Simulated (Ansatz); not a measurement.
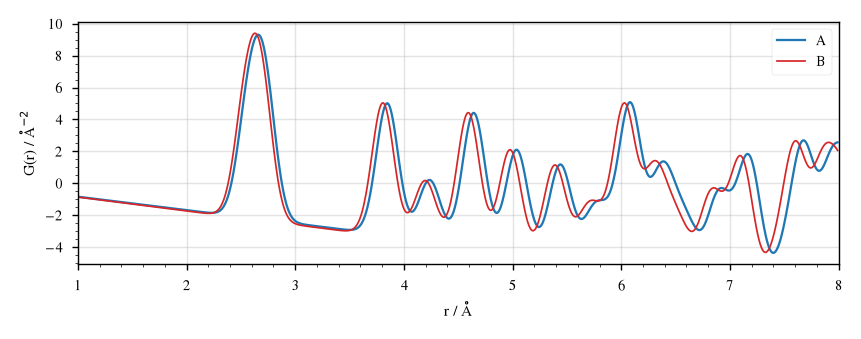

Simulated X-ray pair distribution function, G(r) = R(r)/r − 4πρ₀r, summed over the atomic distances of the structure with each pair weighted by the product of the atomic numbers (X-ray weights at Q = 0); every distance is a Gaussian of σ = 0.10 Å. Both curves are of Ru in space group Cmcm, for two cells of different size. A: the input geometry of an electronic-structure calculation (not necessarily at equilibrium); the starting structure was generated, so it need not be a known form of this composition; B: the end point of a relaxation with DFT, m-r2SCAN, plane waves (500 eV) with PAW, scalar-relativistic (Ansatz 0.2.0); the starting structure was generated, so it need not be a known form of this composition.

### Which cell is the larger, and by how much?

Cell A is larger: the volume of B is 3.0 % below that of A (14.95 and 14.50 Å³ per atom), a mean linear change of -1.0 %. The shortest distance is 2.569 Å in A and 2.539 Å in B.

### Give both cells.

Cell A: a = 2.740 Å, b = 8.033 Å, c = 2.716 Å, α = 90.00°, β = 90.00°, γ = 90.00°
Cell B: a = 2.714 Å, b = 7.942 Å, c = 2.690 Å, α = 90.00°, β = 90.00°, γ = 90.00°
